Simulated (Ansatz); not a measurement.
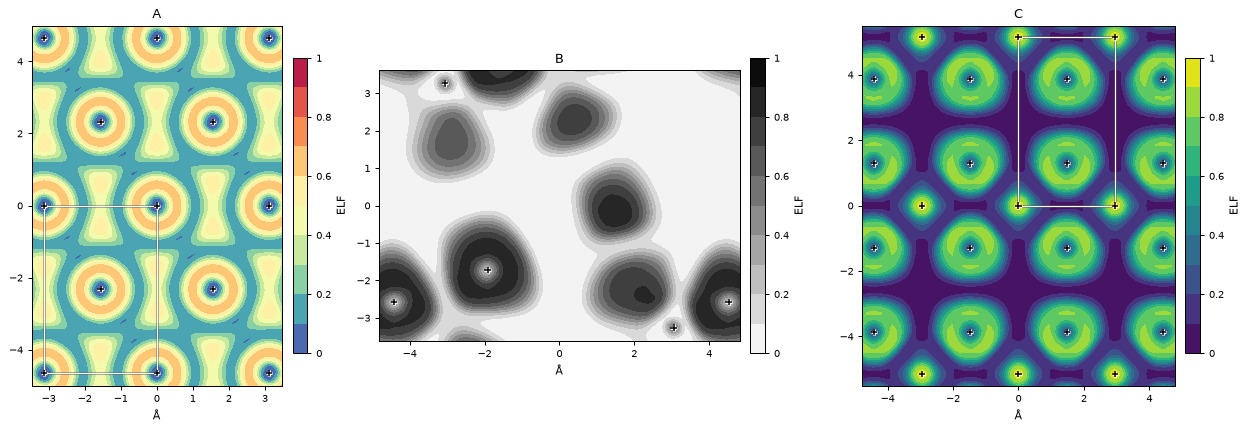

The ELF of 3 systems, each on a plane through atoms (crosses mark nuclei in the plane).

These are results of DFT r2SCAN, scalar-relativistic, plane waves, PAW in Ansatz, not measurements.

System 1: CuO, the (010) plane of the cell of the magnetic structure. Space group Cccm; a structure from a database of computed crystals, not necessarily the ambient phase; computed pressure about −5 GPa in this cell; spin-polarised.

```
Cu O
1.0
     2.08215   -2.08794    0.00000
     2.08215    2.08794    0.00000
     0.00000    0.00000    5.15126
Cu O
2 2
Direct
  0.00000 0.50000 0.00000
  0.50000 0.00000 0.50000
  0.50000 0.50000 0.25000
  0.50000 0.50000 0.75000
```

System 2: SiO₂, the (111) plane of the conventional cell. Space group I-42d; computed pressure about −4 GPa in this cell.

```xyz
12
Lattice="5.0267 0.0000 0.0000 0.0000 5.0267 0.0000 0.0000 0.0000 7.3788" Properties=species:S:1:pos:R:3 pbc="T T T"
Si    0.0000    0.0000    0.0000
Si    2.5134    2.5134    3.6894
Si    0.0000    2.5134    1.8447
Si    2.5134    0.0000    5.5341
O     1.2567    2.9759    2.7670
O     3.7701    0.4625    6.4564
O     0.4625    1.2567    0.9223
O     2.9759    3.7701    4.6117
O     3.7701    2.0509    2.7670
O     1.2567    4.5642    6.4564
O     2.0509    1.2567    4.6117
O     4.5642    3.7701    0.9223
```

System 3: Ti, the (101) plane of the conventional cell. Space group I4/mmm; computed pressure about 4 GPa in this cell; computed without spin polarisation.

```xyz
2
Lattice="2.2053 -2.2053 0.0000 2.2053 2.2053 0.0000 0.0000 0.0000 3.4402" Properties=species:S:1:pos:R:3 pbc="T T T"
Ti    0.0000    0.0000    0.0000
Ti    2.2053    0.0000    1.7201
```

Which map belongs to which system?

Answer. Panel A is system 3, Ti: the plane holds Ti. Ti–Ti (2.80 Å): the ELF is about 0.15 at the midpoint: no shared electron pair shows on this line. Panel B is system 2, SiO₂: the plane holds Si and O. Si–O (1.63 Å): the ELF peaks at about 0.85 between the atoms: a short, strongly polar bond. Panel C is system 1, CuO: the plane holds Cu and O. Cu–O (1.96 Å): the ELF peaks at about 0.85 in the valence shell of O, 0.6 Å from its nucleus, and is about 0.20 at the midpoint (no shared electron pair shows on this line).
